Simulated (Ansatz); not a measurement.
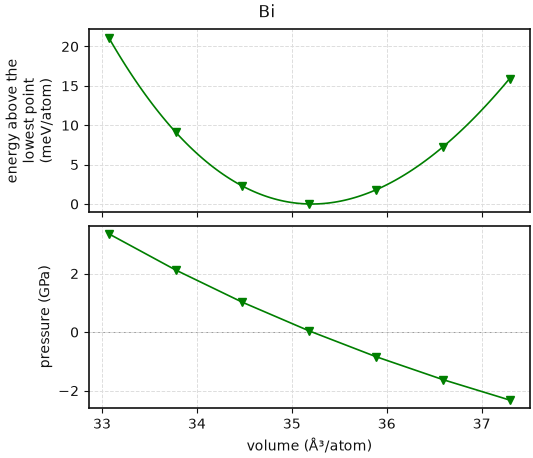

Plotted: energy above the lowest point and pressure against volume for Bi, space group Pm-3m (No. 221) (one of a set of cubic test structures, which need not be the stable phase).

Method: equation of state of a cubic crystal from periodic Kohn-Sham density functional theory without spin, third-order Birch-Murnaghan fit to the free energies; pressure corrected for the finite basis (Ansatz 0.2.0 development build). Level: PBE, no spin-orbit coupling.

```tsv
setting	value
structure type	simple cubic
atoms in cell	1
space group number	221
lattice centring	simple cubic
k mesh	17×17×17
occupation method	Fermi–Dirac
occupation width	0.06123 eV
wave cutoff	500 eV
datasets	hand-made PAW
density tolerance	1e-09 eV
bands	16
density cutoff ratio	4
search for lower states	default
```

**How stiff is the solid, and where is its volume at rest?**

A third-order Birch–Murnaghan fit gives V0 = 35.21 Å³/atom, B0 = 46.2 GPa and B′ = 4.7.

**How does the pressure vary with volume?**

It falls from 3.356 GPa at volume 33.07 Å³/atom to −2.320 GPa at 37.29 Å³/atom, and changes sign near 35.22 Å³/atom.

Caveats: cubic model structure, not the ambient form; modest k-mesh, values are not fully converged in k; no spin-orbit coupling with 6p elements.
